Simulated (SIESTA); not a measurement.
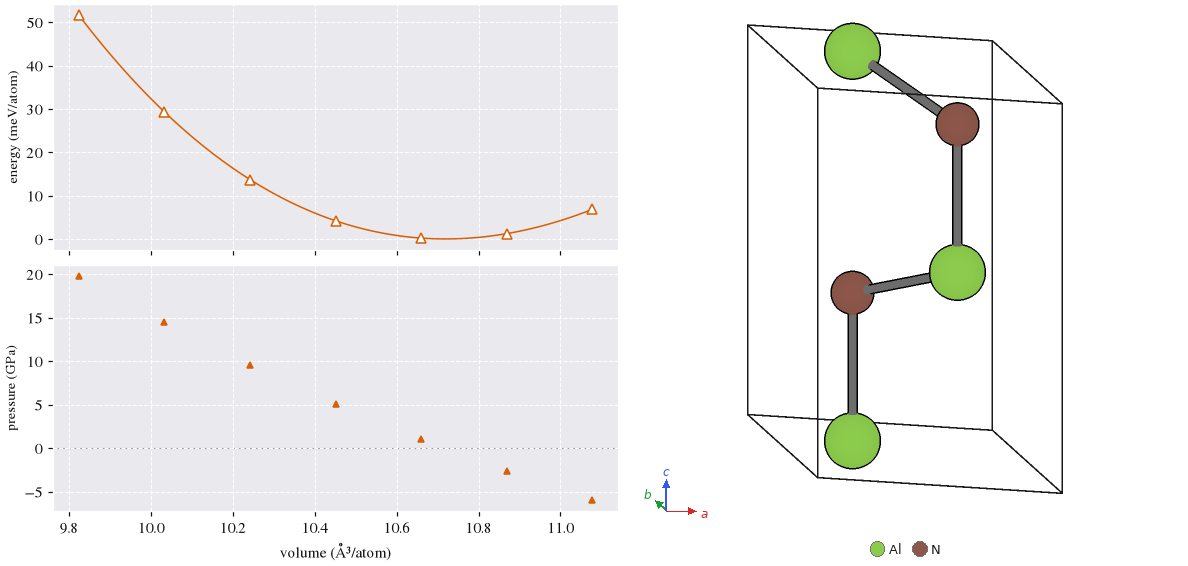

Plotted: energy and pressure against volume for AlN, space group P6_3mc (No. 186). The conventional cell is drawn beside the plot.

Cell as given: a = 3.113 Å, b = 3.113 Å, c = 4.981 Å, α = 90.00°, β = 90.00°, γ = 120.00°; 4 atoms.

Method: DFT in numerical atomic orbitals with pseudopotentials, no spin polarisation; energies at scaled volumes of the given cell, shape and fractions fixed, counted from the fit's minimum, third-order Birch-Murnaghan fit (SIESTA 5.4.2). Level: PBE.

- k mesh: 10×10×6
- occupations: Fermi–Dirac
- smearing width: 0.05 eV
- potentials: PseudoDojo 0.4 standard, converted to PSML, two zetas on semicore shells
- program settings: basis DZP, mesh cutoff 800 Ry

What equilibrium volume and bulk modulus follow from the curve?

A third-order Birch–Murnaghan fit gives V0 = 10.72 Å³/atom, B0 = 192 GPa and B′ = 3.9.

Read off the course of the pressure.

It falls from 19.80 GPa at volume 9.82 Å³/atom to −5.91 GPa at 11.08 Å³/atom, and changes sign near 10.72 Å³/atom.

Caveats: mulliken charges of long orbitals; shape and atomic fractions are frozen while scaling, which makes layered, chain and framework solids too stiff.
